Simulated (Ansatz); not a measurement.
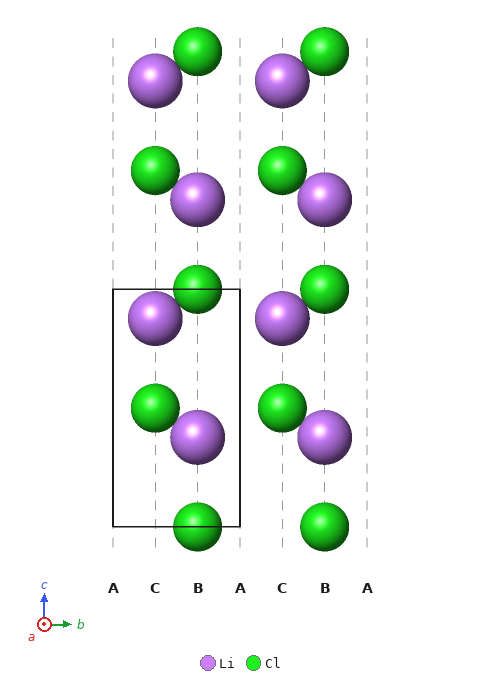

Projection along an edge of the hexagonal mesh, stacking direction c upwards. The dashed lines mark the three columns A (0, 0), B (1/3, 2/3) and C (2/3, 1/3). The sequence starts with the first layer at or above the cell's origin.

System LiCl; source of the atomic positions: the input geometry of an electronic-structure calculation (not necessarily at equilibrium).

Question: Give the sequence of layers in one repeat, with element and column.

Answer: Cl(B) – Li(B) – Cl(C) – Li(C) (four layers in 6.36 Å).

Question: How are the Cl layers alone stacked?

Answer: Cl layers alone: BC, the hexagonal close-packed type.

Question: Which positions between or in the Cl layers do the other atoms fill?

Answer: Li: two tetrahedral sites, counted in one hexagonal cell.

Question: What short polytype symbol fits?

Answer: Polytype symbol 2H, the symbol of a tetrahedral polytype (number of double layers in the repeat and lattice).
